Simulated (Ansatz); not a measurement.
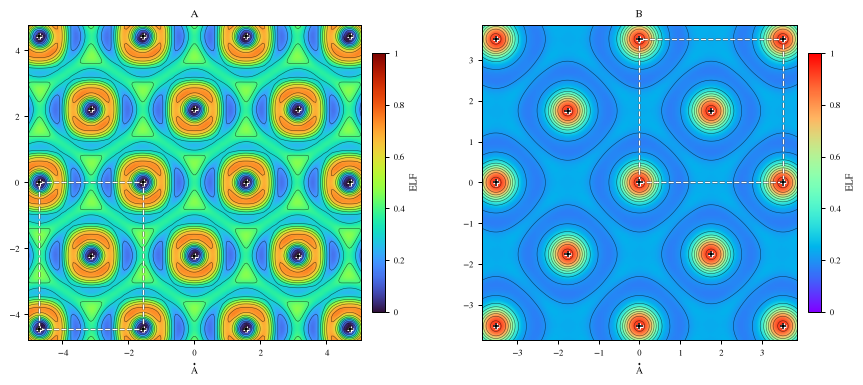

The ELF of 2 systems, each on a plane through atoms (crosses mark nuclei in the plane).

Level of theory: DFT LDA, scalar-relativistic, plane waves, PAW (Ansatz 0.2.0).

System 1: Cu, the (001) plane of the conventional cell. Space group Fm-3m; a generated structure, not necessarily the stable one; computed without spin polarisation.

```
Cu
1.0
     3.51791    0.00000    0.00000
     0.00000    3.51791    0.00000
     0.00000    0.00000    3.51791
Cu
4
Direct
  0.00000 0.00000 0.00000
  0.50000 0.50000 0.00000
  0.50000 0.00000 0.50000
  0.00000 0.50000 0.50000
```

System 2: W, the (11̄0) plane of the conventional cell. Space group Im-3m; a generated structure, not necessarily the stable one.

```
W
1.0
     3.13464    0.00000    0.00000
     0.00000    3.13464    0.00000
     0.00000    0.00000    3.13464
W
2
Direct
  0.00000 0.00000 0.00000
  0.50000 0.50000 0.50000
```

**Match each panel to its system.**

Panel A is system 2, W: the plane holds W. W–W (2.71 Å): the ELF is about 0.35 at the midpoint. Panel B is system 1, Cu: the plane holds Cu. Cu–Cu (2.49 Å): the ELF is about 0.20 at the midpoint: no shared electron pair shows on this line.
